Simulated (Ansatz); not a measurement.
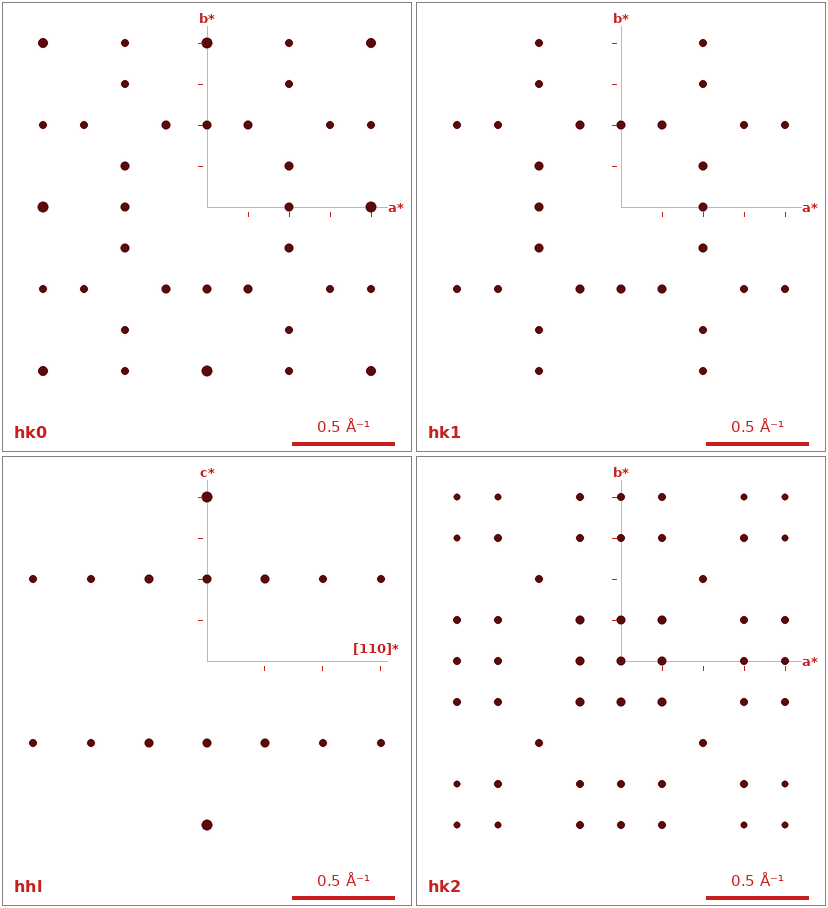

Four undistorted layers of reciprocal space, calculated for a single crystal (X-rays, kinematic |F|², B = 0.5 Å²). Tick marks count the reciprocal lattice steps of the conventional cell along each axis.

The compound is Ir. Structure: the geometry relaxed with Ansatz 0.2.0, DFT, RPBE, plane waves (420 eV) with PAW, scalar-relativistic; the starting structure was generated, so it need not be a known form of this composition.

> What cell do the layers give?

a* = 0.201, b* = 0.201, c* = 0.201 Å⁻¹; the cell is cubic with a = 4.97 Å.

> List the systematic absences.

Reflections are present only under these conditions. hkl: no condition; hk0: no condition; hhl: l = 2n; h00: h = 2n. The lattice is primitive (P). Further gaps, such as 0 4 1, 4 0 1, 1 4 0, come from atoms on special positions, not from the group's general conditions. A few very weak reflections are below the display threshold.

> Which space groups fit?

The intensities have Laue symmetry m-3m (the hk0 layer shows 4mm, hk1 shows 4mm). With these conditions the candidates are P-43n (No. 218), Pm-3n (No. 223). Diffraction geometry alone does not choose among them; the structure has Pm-3n.
